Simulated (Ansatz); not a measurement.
## Geometry relaxation, with input and output: Bi2Te3 (part 2 of 2)

Bi2Te3 (5 atoms in the cell); DFT PBE, scalar-relativistic, plane waves, PAW, no spin polarisation (Ansatz 0.2.0); cutoff 420 eV, 12×12×12 k-mesh, Gaussian smearing of 0.01 eV. The structure derives from an entry of the Crystallography Open Database.

Geometry of the input (Å; fractional positions):
```
2.1930  1.2661  10.1657
-2.1930  1.2661  10.1657
0.0000  -2.5323  10.1657
Bi 0.4000  0.4000  0.4000
Bi 0.6000  0.6000  0.6000
Te 0.0000  0.0000  0.0000
Te 0.2095  0.2095  0.2095
Te 0.7905  0.7905  0.7905
```

### Output, continued
```
SCF iter   1: F=—  HF=-45734.176668 eV  |F-HF|=—  |Δ(HF+E_count)|=         —  Δρ=1.59e-4  dr2=4.31e-5  ethr=6.32e-8  ⟨swp⟩=3.0  Hψ=47616  notcnv=0
preconditioner: auto → Resta (q_TF=auto, 2.366 Å⁻¹)  ε∞=4.1  [insulator: Δε(μ)=0.548 eV  Ē_g=8.249 eV  σ=0.010 eV  W_gap=1.00  n_scr=44 (ndim 8)  ℏωp=14.5 eV  f_vac=0.040  D(μ)=0.00/eV (n_scr^D=0)  ε∞_Penn≈4.1]
SCF iter   2: F=—  HF=-45734.176678 eV  |F-HF|=—  |Δ(HF+E_count)|=   1.09e-5  Δρ=9.67e-5  dr2=1.49e-5  ethr=5.53e-8  ⟨swp⟩=1.1  Hψ=9005  notcnv=0
SCF iter   3: F=—  HF=-45734.176686 eV  |F-HF|=—  |Δ(HF+E_count)|=   7.92e-6  Δρ=4.14e-5  dr2=4.54e-6  ethr=1.91e-8  ⟨swp⟩=1.5  Hψ=9309  notcnv=0
SCF iter   4: F=—  HF=-45734.176682 eV  |F-HF|=—  |Δ(HF+E_count)|=   4.18e-6  Δρ=5.92e-6  dr2=6.47e-8  ethr=5.82e-9  ⟨swp⟩=2.0  Hψ=10309  notcnv=0
SCF iter   5: F=—  HF=-45734.176682 eV  |F-HF|=—  |Δ(HF+E_count)|=   5.08e-8  Δρ=1.90e-6  dr2=8.02e-9  ethr=8.30e-11  ⟨swp⟩=2.0  Hψ=13419  notcnv=0
SCF iter   6: F=-45734.176682 eV  HF=-45734.176682 eV  |F-HF|=8.80e-10  |Δ(HF+E_count)|=   7.00e-9  Δρ=4.58e-7  dr2=5.49e-10  ethr=3.45e-12  ⟨swp⟩=5.0  Hψ=31523  notcnv=0
SCF 8 converged in 6 iterations: F = -45734.176682 eV  dr2 = 5.49e-10
relax step   8: F+E_penalty+E_count = -45734.17668227 eV  Δ(F+E_penalty+E_count) = +7.718e-6 eV  max|allowed force component| = 2.521e-4 eV/Å  Δτ_max = 0.0059 Å  P = +0.006 GPa  Ω = 183.607 Å³  energy of the carried Pulay correction = -2.388e-3 eV  (6 SCF iters, dr2 threshold 2.69e-9 eV, accepted)
Basis set: ecut = 420 eV, 3617 PW (Γ), FFT grids on a1−a3, a2−a3, a3, exchange–correlation on 60×60×150 points (8 copies of the dense FFT grid, shifted against one another)
Initial wavefunctions: pseudopotential atomic-orbital guess (no wavefunctions were taken with the density)
iter 1 solved again at ethr=3.08e-7 eV; its pass at ethr=3.10e-3 eV (dr2=2.40e-4 eV) is discarded
SCF iter   1: F=—  HF=-45734.169681 eV  |F-HF|=—  |Δ(HF+E_count)|=         —  Δρ=4.73e-4  dr2=1.47e-5  ethr=3.08e-7  ⟨swp⟩=4.1  Hψ=64603  notcnv=0
preconditioner: auto → Resta (q_TF=auto, 2.366 Å⁻¹)  ε∞=4.1  [insulator: Δε(μ)=0.548 eV  Ē_g=8.250 eV  σ=0.010 eV  W_gap=1.00  n_scr=44 (ndim 8)  ℏωp=14.5 eV  f_vac=0.040  D(μ)=0.00/eV (n_scr^D=0)  ε∞_Penn≈4.1]
SCF iter   2: F=—  HF=-45734.176408 eV  |F-HF|=—  |Δ(HF+E_count)|=   6.73e-3  Δρ=2.39e-4  dr2=3.98e-6  ethr=1.88e-8  ⟨swp⟩=3.0  Hψ=15387  notcnv=0
SCF iter   3: F=—  HF=-45734.178598 eV  |F-HF|=—  |Δ(HF+E_count)|=   2.19e-3  Δρ=7.73e-5  dr2=1.28e-6  ethr=5.10e-9  ⟨swp⟩=2.2  Hψ=12347  notcnv=0
SCF iter   4: F=—  HF=-45734.178830 eV  |F-HF|=—  |Δ(HF+E_count)|=   2.32e-4  Δρ=1.37e-5  dr2=1.52e-7  ethr=1.65e-9  ⟨swp⟩=2.0  Hψ=10628  notcnv=0
SCF iter   5: F=—  HF=-45734.178836 eV  |F-HF|=—  |Δ(HF+E_count)|=   6.65e-6  Δρ=3.20e-6  dr2=2.28e-8  ethr=1.95e-10  ⟨swp⟩=2.0  Hψ=10326  notcnv=0
SCF iter   6: F=—  HF=-45734.178836 eV  |F-HF|=—  |Δ(HF+E_count)|=   2.77e-7  Δρ=8.60e-7  dr2=5.00e-9  ethr=2.93e-11  ⟨swp⟩=2.0  Hψ=10838  notcnv=0
SCF iter   7: F=—  HF=-45734.178836 eV  |F-HF|=—  |Δ(HF+E_count)|=   6.49e-9  Δρ=1.81e-7  dr2=1.96e-10  ethr=6.41e-12  ⟨swp⟩=2.0  Hψ=11399  notcnv=0
SCF iter   8: F=-45734.178836 eV  HF=-45734.178836 eV  |F-HF|=1.46e-11  |Δ(HF+E_count)|=  2.62e-10  Δρ=5.57e-8  dr2=9.30e-12  ethr=1.00e-12  ⟨swp⟩=6.0  Hψ=34393  notcnv=0
SCF 9 converged in 8 iterations: F = -45734.178836 eV  dr2 = 9.30e-12
relax step   9: F+E_penalty+E_count = -45734.17883644 eV  Δ(F+E_penalty+E_count) = -2.154e-3 eV  max|allowed force component| = 1.201e-4 eV/Å  Δτ_max = 0.0000 Å  P = +0.000 GPa  Ω = 183.607 Å³  stress off target by 1.12e-3 GPa  SCF on the basis re-selected at this cell (its energy is not comparable with the rows above)  (8 SCF iters)
```

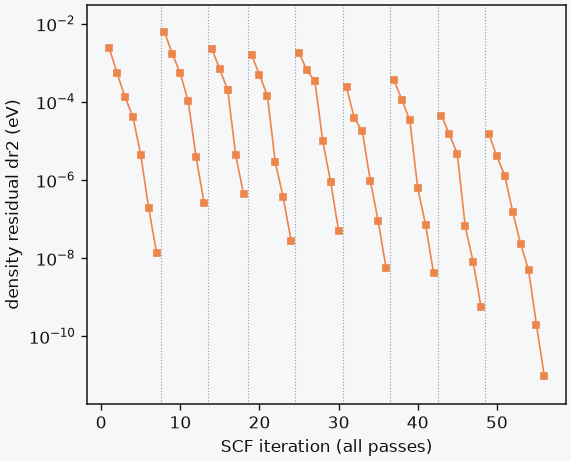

Fig. 1: Convergence of the self-consistent field: density residual dr2 against the SCF iteration. The dotted lines part the SCF passes of the relaxation: geometry steps, rejected trials and re-solves on a re-selected basis. The 9 passes take 5 to 8 iterations each, 56 in all.

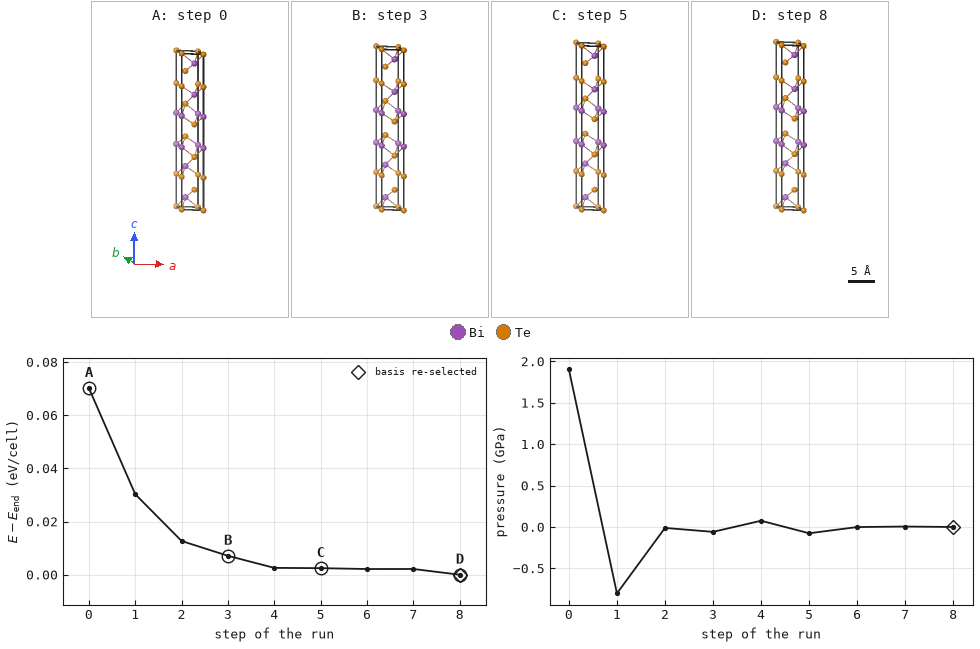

Fig. 2: Frames of the relaxation (ball-and-stick view of the cell 3 times as large as that of the calculation, set on its symmetry axes, seen slightly off an axis) above the curves, on which the letters mark them (the first geometry is step 0 here and step 1 in the log).

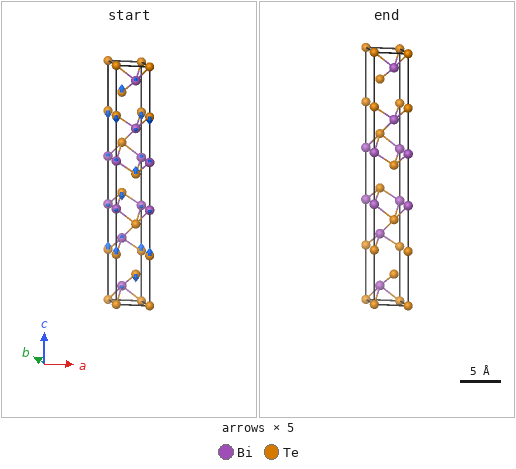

Fig. 3: Before (left) and after (right) the relaxation, at one scale (ball-and-stick view of the cell 3 times as large as that of the calculation, set on its symmetry axes, seen slightly off an axis). The blue arrows give the displacements (without the part carried along by the change of the cell), magnified 5 times. The energy falls by 68.1 meV per cell of the calculation in 7 geometry steps. Largest force component: 0.05 eV/Å at the start, 0.00012 eV/Å at the end. Pressure: 1.90 GPa at the start and 0.00 GPa at the end. The largest moves relative to the cell, 0.21 Å, are those of Te4 and Te5. By element the largest moves are Te 0.21 Å, Bi 0.09 Å. The drawn cell changes as follows: a = b 4.386 → 4.447 Å (+1.4 %), c 30.497 → 32.169 Å (+5.5 %); the volume changes by +8.4 %. Distances before and after: Bi1–Te3 3.247 → 3.288 Å, Bi1–Te5 3.074 → 3.089 Å. The space group stays R-3m (No. 166). A last SCF at the same geometry on a re-selected plane-wave basis shifts the energy by −2.2 meV per cell of the calculation. (Atoms are counted from 1 in the order of the input.)

```
basis re-selected at this cell: Δ(F+E_penalty+E_count) = -2.154e-3 eV, ΔP = -0.005 GPa vs the last step (what re-selecting the basis moved, of the pressure what is left beyond the Pulay correction that the steps carried, after the strain that the cell walked since its last selection, with what the two solves' SCF thresholds leave and, on support functions, any second-order correction that the steps lacked; it is no measure of the basis error at this ecutwfc). The dense FFT grid was sized anew with the basis: this SCF ran on 30×30×75 points, the steps before it on 30×30×72, so part of this shift can come from that change (see relax.cell in the input reference). This SCF's stress stands 1.12e-3 GPa from its target on what of the cell is left free (relax.cell.stress_tol is 5.00e-2 GPa) and its largest allowed force component is 1.20e-4 eV/Å (relax.f_tol is 5.00e-3 eV/Å): within both
SCF converged after 8 iterations
Free energy (F): -45734.178836 eV
Harris-Foulkes:  -45734.178836 eV  (|F-HF|=1.46e-11)
Internal energy: -45734.178836 eV  (E = F + TS)
E sigma→0 (E₀):  -45734.178836 eV
Fermi energy:    8.128481 eV
--- Per-component energies (eV) ---
  E_band       = -1073.888189
  E_kinetic    = 1141.544969
  E_local      = -7493.389512  (includes V_loc(G=0)·N_el)
  E_nonlocal   = 191.638280
  E_hartree    = 3698.986620
  E_xc         = -675.008568
  E_vxc        = -599.846903  (∫ρ·V_xc dr)
  E_paw        = -35312.598334  (= ΣΔE_a)
  E_vpaw       = -1711.806714  (= ΣTr[D̂ρ^β])
  E_aug_tail   = -0.001420  (compensation charges beyond the density's cutoff)
  E_ewald      = -7285.350874
  E_smearing   = -0.000000  (= −TS)
  E_closure    = -0.000000  (closes the sum)
  Σ components = -45734.178836   (vs F -45734.178836, Δ=0.00e0)
--- Forces (eV/Å), atoms counted from 1 ---
  atom   1  Bi     0.00000000     0.00000000    -0.00012008
  atom   2  Bi    -0.00000000    -0.00000000     0.00012008
  atom   3  Te    -0.00000000     0.00000000    -0.00000000
  atom   4  Te     0.00000000     0.00000000    -0.00008878
  atom   5  Te    -0.00000000    -0.00000000     0.00008878
  max |Σ_I F_I| component: 4.63e-18 eV/Å
--- Stress (GPa, compression-positive) ---
        0.001117       0.000000       0.000000
        0.000000       0.001117       0.000000
        0.000000       0.000000      -0.001041
  P = ⅓ Tr σ = 0.0004 GPa (0.004 kbar)
--- Band table (eV; the first three rows and the last of 189) ---
  k-point 0: bands = ["-28.4259", "-28.4259", "-28.4257", "-28.4257", "-28.4127", "-28.4127", "-28.4118", "-28.4118", "-28.4065", "-28.4065", "-28.2846", "-28.2779", "-28.2779", "-28.2486", "-28.2486", "-15.0603", "-15.0603", "-15.0589", "-15.0589", "-15.0538", "-15.0528", "-15.0502", "-15.0502", "-15.0491", "-15.0491", "-4.8968", "-4.3497", "-2.8736", "-0.8544", "-0.1399", "6.0947", "6.1331", "6.4589", "6.4589", "6.6029", "6.6029", "7.2751", "7.2751", "7.8549", "8.4020", "8.9836", "8.9836", "9.9342", "10.1366", "10.1366", "13.1012", "14.0111"]
  k-point 1: bands = ["-28.4259", "-28.4258", "-28.4257", "-28.4256", "-28.4128", "-28.4128", "-28.4118", "-28.4118", "-28.4065", "-28.4064", "-28.2846", "-28.2779", "-28.2779", "-28.2486", "-28.2485", "-15.0607", "-15.0596", "-15.0593", "-15.0583", "-15.0534", "-15.0524", "-15.0506", "-15.0502", "-15.0494", "-15.0490", "-4.8393", "-4.2982", "-2.8384", "-0.8904", "-0.2125", "5.6611", "5.7277", "6.2169", "6.5558", "6.6387", "6.7769", "7.0624", "7.2168", "7.5856", "8.8599", "9.1985", "9.2903", "9.9131", "10.1548", "10.2490", "13.0790", "13.4413"]
  k-point 2: bands = ["-28.4259", "-28.4257", "-28.4257", "-28.4254", "-28.4128", "-28.4128", "-28.4119", "-28.4117", "-28.4064", "-28.4063", "-28.2845", "-28.2780", "-28.2779", "-28.2486", "-28.2484", "-15.0621", "-15.0606", "-15.0580", "-15.0566", "-15.0527", "-15.0516", "-15.0510", "-15.0502", "-15.0499", "-15.0487", "-4.6683", "-4.1473", "-2.7391", "-1.0143", "-0.4243", "5.0251", "5.2576", "5.7764", "5.8709", "6.3914", "6.9365", "7.0220", "7.2234", "7.4969", "9.2011", "9.4277", "9.5554", "10.1262", "10.2916", "10.9215", "12.5920", "13.3741"]
  k-point 188: bands = ["-28.4259", "-28.4259", "-28.4257", "-28.4257", "-28.4127", "-28.4127", "-28.4118", "-28.4118", "-28.4065", "-28.4065", "-28.2846", "-28.2779", "-28.2779", "-28.2486", "-28.2486", "-15.0603", "-15.0603", "-15.0590", "-15.0590", "-15.0538", "-15.0528", "-15.0502", "-15.0502", "-15.0491", "-15.0491", "-4.8416", "-4.4639", "-2.6793", "-1.2445", "0.1517", "5.6597", "6.4141", "6.4141", "6.6222", "6.7110", "6.7110", "7.1637", "7.1637", "7.5985", "8.6656", "9.1985", "9.1985", "9.8070", "9.9215", "9.9215", "13.1443", "13.8994"]
--- Relaxed structure (8 steps of the walk, 8 accepted, 1 SCFs on fresh bases) ---
  F+E_penalty+E_count = -45734.17883644 eV   max|allowed force component| = 1.201e-4 eV/Å   (the final SCF, on the basis selected at the relaxed cell)
  cell:  # Å, volume = 183.6068 Å³
    - [2.2232747021814947, 1.283608247786972, 10.722891198232906]
    - [-2.2232747021814947, 1.283608247786972, 10.722891198232906]
    - [9.264130651355376e-33, -2.567216495573944, 10.722891198232906]
  atoms:
    - { symbol: Bi, position: [0.39720763344244375, 0.39720763344244375, 0.39720763344244375] }
    - { symbol: Bi, position: [0.6027923665575563, 0.6027923665575563, 0.6027923665575563] }
    - { symbol: Te, position: [2.2752702326907443e-20, 2.2752702326907545e-20, 2.275270232690828e-20] }
    - { symbol: Te, position: [0.21603332194346533, 0.21603332194346533, 0.21603332194346533] }
    - { symbol: Te, position: [0.783966678056535, 0.783966678056535, 0.783966678056535] }
```

### Trajectory as extended XYZ (Å, eV, eV/Å), 9 frames, from step=1 to step=9
```
5
Lattice="2.1930 1.2661 10.1657 -2.1930 1.2661 10.1657 0.0000 -2.5323 10.1657" Properties=species:S:1:pos:R:3:forces:R:3 step=1 energy=-45734.10862 pressure_GPa=1.90
Bi    0.0000    0.0000   12.1988    0.0000   0.0000   0.0365
Bi    0.0000    0.0000   18.2982    0.0000   0.0000  -0.0365
Te    0.0000    0.0000    0.0000    0.0000   0.0000   0.0000
Te    0.0000    0.0000    6.3891    0.0000   0.0000   0.0499
Te    0.0000    0.0000   24.1079    0.0000   0.0000  -0.0499
5
Lattice="2.2501 1.2991 10.2987 -2.2501 1.2991 10.2987 0.0000 -2.5982 10.2987" Properties=species:S:1:pos:R:3:forces:R:3 step=2 energy=-45734.14855 pressure_GPa=-0.80
Bi    0.0000    0.0000   12.3613    0.0000   0.0000   0.0185
Bi    0.0000    0.0000   18.5347    0.0000   0.0000  -0.0185
Te    0.0000    0.0000    0.0000    0.0000   0.0000   0.0000
Te    0.0000    0.0000    6.5081    0.0000   0.0000   0.2048
Te    0.0000    0.0000   24.3880    0.0000   0.0000  -0.2048
5
Lattice="2.2380 1.2921 10.3110 -2.2380 1.2921 10.3110 0.0000 -2.5842 10.3110" Properties=species:S:1:pos:R:3:forces:R:3 step=3 energy=-45734.16615 pressure_GPa=-0.01
Bi    0.0000    0.0000   12.3499    0.0000   0.0000  -0.0018
Bi    0.0000    0.0000   18.5830    0.0000   0.0000   0.0018
Te    0.0000    0.0000    0.0000    0.0000   0.0000   0.0000
Te    0.0000    0.0000    6.5612    0.0000   0.0000   0.0476
Te    0.0000    0.0000   24.3717    0.0000   0.0000  -0.0476
5
Lattice="2.2308 1.2880 10.4423 -2.2308 1.2880 10.4423 0.0000 -2.5759 10.4423" Properties=species:S:1:pos:R:3:forces:R:3 step=4 energy=-45734.17173 pressure_GPa=-0.06
Bi    0.0000    0.0000   12.4849    0.0000   0.0000   0.0533
Bi    0.0000    0.0000   18.8419    0.0000   0.0000  -0.0533
Te    0.0000    0.0000    0.0000    0.0000   0.0000   0.0000
Te    0.0000    0.0000    6.6745    0.0000   0.0000   0.0752
Te    0.0000    0.0000   24.6523    0.0000   0.0000  -0.0752
5
Lattice="2.2241 1.2841 10.6120 -2.2241 1.2841 10.6120 0.0000 -2.5682 10.6120" Properties=species:S:1:pos:R:3:forces:R:3 step=5 energy=-45734.17627 pressure_GPa=0.08
Bi    0.0000    0.0000   12.6622    0.0000   0.0000   0.0076
Bi    0.0000    0.0000   19.1738    0.0000   0.0000  -0.0076
Te    0.0000    0.0000    0.0000    0.0000   0.0000   0.0000
Te    0.0000    0.0000    6.8427    0.0000   0.0000   0.0066
Te    0.0000    0.0000   24.9933    0.0000   0.0000  -0.0066
5
Lattice="2.2248 1.2845 10.6762 -2.2248 1.2845 10.6762 0.0000 -2.5690 10.6762" Properties=species:S:1:pos:R:3:forces:R:3 step=6 energy=-45734.17637 pressure_GPa=-0.08
Bi    0.0000    0.0000   12.7370    0.0000   0.0000  -0.0199
Bi    0.0000    0.0000   19.2916    0.0000   0.0000   0.0199
Te    0.0000    0.0000    0.0000    0.0000   0.0000   0.0000
Te    0.0000    0.0000    6.8965    0.0000   0.0000   0.0126
Te    0.0000    0.0000   25.1321    0.0000   0.0000  -0.0126
5
Lattice="2.2239 1.2840 10.7042 -2.2239 1.2840 10.7042 0.0000 -2.5679 10.7042" Properties=species:S:1:pos:R:3:forces:R:3 step=7 energy=-45734.17669 pressure_GPa=-0.00
Bi    0.0000    0.0000   12.7595    0.0000   0.0000  -0.0066
Bi    0.0000    0.0000   19.3531    0.0000   0.0000   0.0066
Te    0.0000    0.0000    0.0000    0.0000   0.0000   0.0000
Te    0.0000    0.0000    6.9311    0.0000   0.0000  -0.0012
Te    0.0000    0.0000   25.1815    0.0000   0.0000   0.0012
5
Lattice="2.2233 1.2836 10.7229 -2.2233 1.2836 10.7229 0.0000 -2.5672 10.7229" Properties=species:S:1:pos:R:3:forces:R:3 step=8 energy=-45734.17668 pressure_GPa=0.01
Bi    0.0000    0.0000   12.7776    0.0000   0.0000  -0.0002
Bi    0.0000    0.0000   19.3910    0.0000   0.0000   0.0002
Te    0.0000    0.0000    0.0000    0.0000   0.0000   0.0000
Te    0.0000    0.0000    6.9495    0.0000   0.0000  -0.0003
Te    0.0000    0.0000   25.2192    0.0000   0.0000   0.0003
5
Lattice="2.2233 1.2836 10.7229 -2.2233 1.2836 10.7229 0.0000 -2.5672 10.7229" Properties=species:S:1:pos:R:3:forces:R:3 step=9 energy=-45734.17884 pressure_GPa=0.00
Bi    0.0000    0.0000   12.7776    0.0000   0.0000  -0.0001
Bi    0.0000    0.0000   19.3910    0.0000   0.0000   0.0001
Te    0.0000    0.0000    0.0000    0.0000   0.0000   0.0000
Te    0.0000    0.0000    6.9495    0.0000   0.0000  -0.0001
Te    0.0000    0.0000   25.2192    0.0000   0.0000   0.0001
```

### Key numbers

```csv
quantity,value
outcome,converged
space group (tolerance 0.01 Å),R-3m (166)
electrons treated,78
free energy,−45734.1788 eV
Fermi energy,8.128 eV
gap on the k-point mesh,0.55 eV
pressure,0.00 GPa
final volume,183.61 Å³
largest force (length of the vector) at the end,under 0.001 eV/Å
final cell,"a = 11.026 Å, b = 11.026 Å, c = 11.026 Å, α = 23.27°, β = 23.27°, γ = 23.27°"
wall time,13 min
peak memory,1.2 GiB
```

### Notes

Spin–orbit coupling is left out, which matters for Bi.
